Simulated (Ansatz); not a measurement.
CuAu3: several calculations on one system

### Relaxation

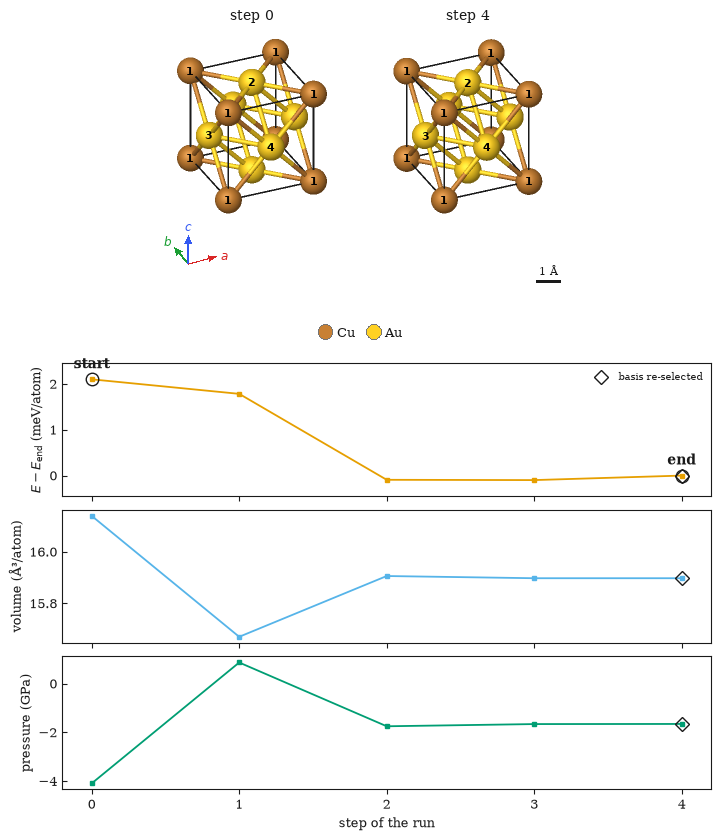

First and last geometry of a relaxation of crystalline CuAu$_{3}$ (set up in P4/mmm), with the history of the run. The picture is a ball-and-stick view of the cell of the calculation, reduced to other axes, seen from a free direction. Lengths and directions refer to the drawn axes.

Case: uniaxial strain along a of +6.0 %; b, c and atoms relaxed.

All numbers below come from DFT PBEsol, scalar-relativistic, plane waves, PAW in Ansatz 0.2.0. Settings: plane-wave cutoff 420 eV; k-point mesh 14 × 14 × 14; occupations gaussian; smearing width 0.1 eV; no spin polarisation; cell relaxed at fixed a, angles; force threshold 0.008 eV/Å; at most 40 steps.

Question: Read the history and describe the run.

Answer: It converged. No atom moves by more than 0.005 Å relative to the cell. The drawn cell changes as follows: a = b 3.915 → 3.885 Å (−0.8 %), c unchanged at 4.213 Å; the volume changes by −1.5 %. Some distances before and after: Au3–Au4 2.768 → 2.747 Å, Cu1–Au2 2.768 → 2.747 Å, Cu1–Au3 2.875 → 2.865 Å, Au2–Au3 2.875 → 2.865 Å. The space group stays P4/mmm (No. 123). The energy falls by 2.1 meV per atom in 3 accepted moves (4 points after the start). All forces vanish by symmetry, so only the cell relaxes. Pressure: −4.09 GPa at the start and −1.65 GPa at the end. The SCF was repeated once at an unchanged geometry on a basis and grid sized afresh for the cell, which shifted the energy by 0.1 meV per atom at most.

### Relaxation

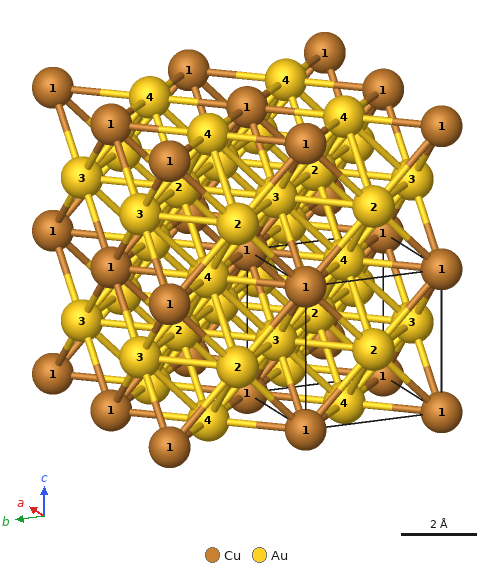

Crystalline CuAu3 (set up in P4/mmm), before the relaxation. A ball-and-stick model of the cell of the calculation, repeated 2 × 2 × 2 with one cell outlined, seen from a free direction.

Case: uniaxial strain along a of -4.0 %; b, c and atoms relaxed.

Theory: Ansatz, DFT PBEsol, scalar-relativistic, plane waves, PAW.

Input
```yaml
crystal:
  lattice:
    - [3.8152816788, 0.0, 0.0]
    - [0.0, 4.0139942662, 0.0]
    - [0.0, 0.0, 4.0139942662]
  atoms:
    - { symbol: Cu, position: [0.0, 0.0, 0.0] }
    - { symbol: Au, position: [0.0, 0.5, 0.5] }
    - { symbol: Au, position: [0.5, 0.0, 0.5] }
    - { symbol: Au, position: [0.5, 0.5, 0.0] }
basis:
  ecutwfc: 420
kpoints:
  mp_grid: { grid: [14, 14, 14] }
hamiltonian:
  xc: pbesol
scf:
  occupations: { method: gaussian, width: 0.1 }
output:
  forces: true
  stress: true
  eigenvalues: true
relax:
  adjacent_minimum: "off"
  f_tol: 0.008
  max_steps: 40
  cell: { stress_tol: 0.015, fix: [a, angles] }
```

Command:
```bash
ansatz run input.yaml --threads 1 --pin off --max-ram 2560MiB --backend cpu --events-out ev --progress --plain --runs-dir out
```

What does the optimiser find from here?

Answer. Over 3 accepted moves (4 points after the start) the energy falls by 11.3 meV per cell of the calculation. All forces vanish by symmetry, so only the cell relaxes. The pressure goes from 3.93 to 0.63 GPa. At 1 point the geometry stayed and the basis and grid were re-selected for the new cell (energy shift of 0.4 meV per cell of the calculation at most each time). The atoms keep their places relative to the cell (all moves are under 0.005 Å). The drawn cell changes as follows: a unchanged at 3.815 Å, b = c 4.014 → 4.050 Å (+0.9 %); the volume changes by +1.8 %. Some distances before and after: Au3–Au4 2.838 → 2.864 Å, Cu1–Au2 2.838 → 2.864 Å, Cu1–Au3 2.769 → 2.782 Å, Au2–Au3 2.769 → 2.782 Å. The space group stays P4/mmm (No. 123). Cost: 3.9 min on 1 thread of Arm Neoverse V1 (shared host), peak memory 0.78 GiB.

History of the run:

```csv
step,"E − E(0), meV/atom","pressure, GPa","volume, Å³/atom",note
0,0.00,3.93,15.368,
1,-0.74,-1.85,15.883,
2,-2.70,0.51,15.659,
3,-2.71,0.64,15.647,
4,-2.81,0.63,15.647,"same geometry, new basis"
```

The end point in the same view:

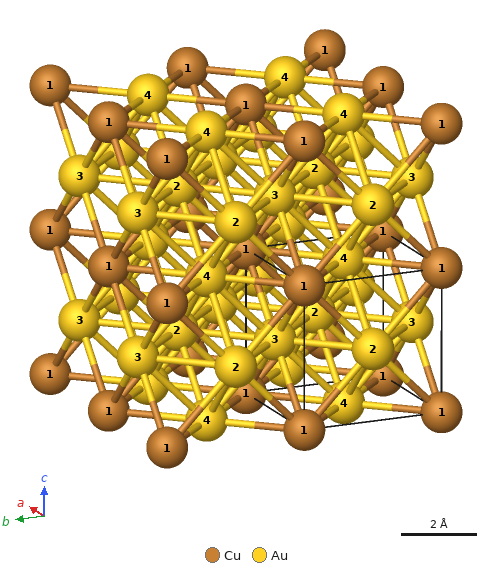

### A change

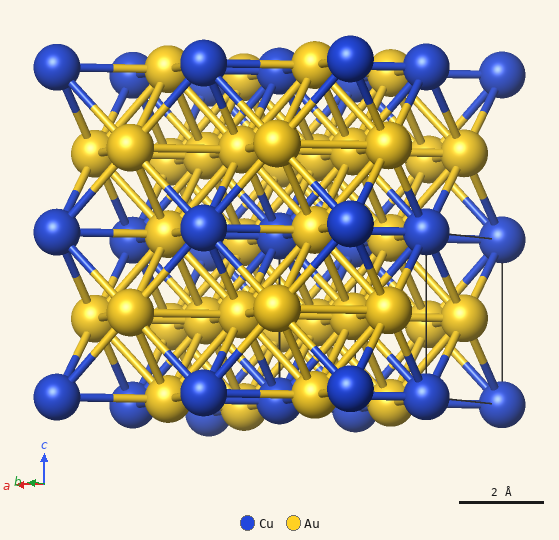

Reference structure: crystalline CuAu$_{3}$ (set up in Pm-3m). The picture is a ball-and-stick view of the cell of the calculation, repeated 2 × 2 × 2 with one cell outlined, seen from a free direction.

Computed with Ansatz, DFT PBEsol, scalar-relativistic, plane waves, PAW. (plane-wave cutoff 420 eV; k-point mesh 14 × 14 × 14; occupations gaussian; smearing width 0.1 eV; no spin polarisation)

The variant: Uniaxial strain along a, −4.0 %, is applied. The b and c axes and the atoms are relaxed.

The input:

The input is the one shown above.

> What does the calculation give for the changed structure?

Energy change: +4.4 meV per atom. Pressure: 0.0 GPa before, 0.6 GPa after. The principal stresses (compression positive) are 1.9 GPa along a and none across it. The volume changes by −0.3 %, with a 3.974 → 3.815 Å (−4.0 %), b = c 3.974 → 4.050 Å (+1.9 %). No atom moves by more than 0.005 Å relative to the cell. Some distances before and after: Au–Cu 2.810 → 2.782 to 2.864 Å, Au–Au 2.810 → 2.782 to 2.864 Å. The space group (tolerance 0.01 Å) goes from Pm-3m (No. 221) to P4/mmm (No. 123).

The changed structure in the same view:

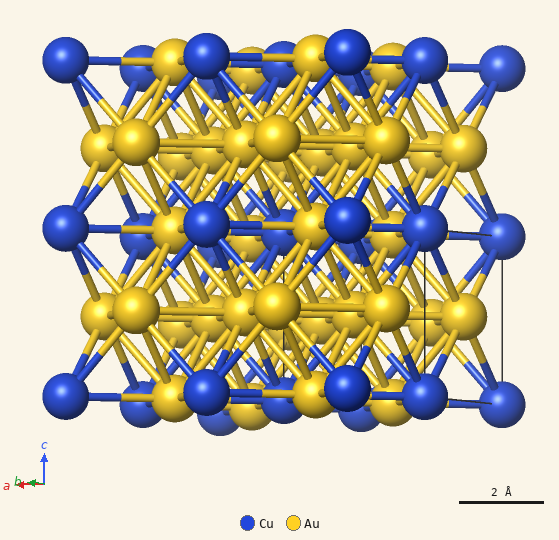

### Series

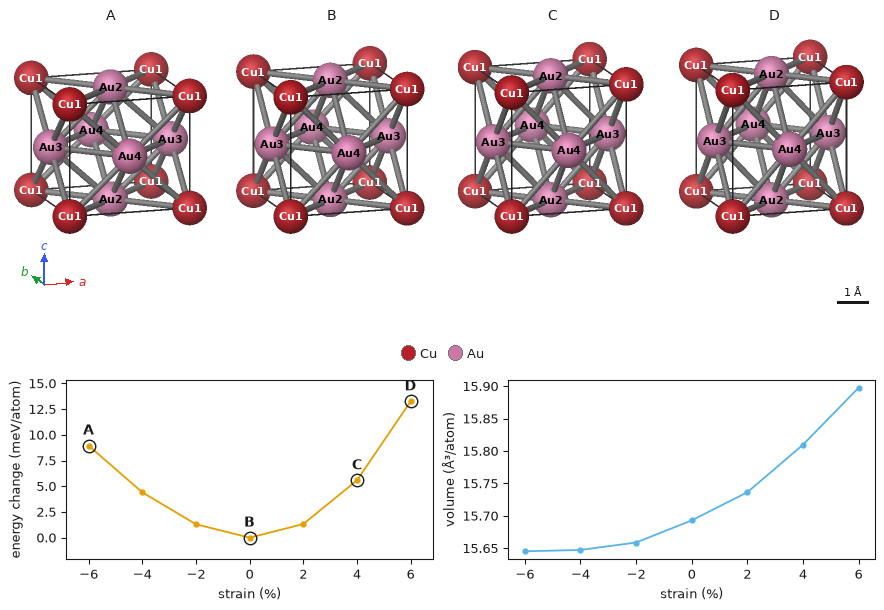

Members of a series of calculations on crystalline CuAu$_{3}$ (set up in Pm-3m), marked on the first curve. Style: ball-and-stick. Shown: the cell of the calculation, reduced to other axes, slightly off an axis. Lengths and directions refer to the drawn axes.

Theory: DFT PBEsol, scalar-relativistic, plane waves, PAW (Ansatz). (plane-wave cutoff 420 eV; k-point mesh 14 × 14 × 14; occupations gaussian; smearing width 0.1 eV; no spin polarisation)

Question: Which kind of strain is it, and how does the structure respond?

Answer: Uniaxial strain along a; b, c and atoms relaxed. A (strain −6.0 %): energy change 9.0 meV/atom, volume 15.65 Å³ per atom. B (strain 0.0 %): energy change 0.0 meV/atom, volume 15.69 Å³ per atom. C (strain 4.0 %): energy change 5.6 meV/atom, volume 15.81 Å³ per atom. D (strain 6.0 %): energy change 13.3 meV/atom, volume 15.90 Å³ per atom. The rest compares A with D. The volume changes by +1.6 %, with a = b 4.093 → 3.885 Å (−5.1 %), c 3.736 → 4.213 Å (+12.8 %). Among the bonded contacts that change: Au–Au 2.894 → 2.747 Å, Au–Cu 2.894 → 2.747 Å, Au–Cu 2.771 → 2.865 Å.
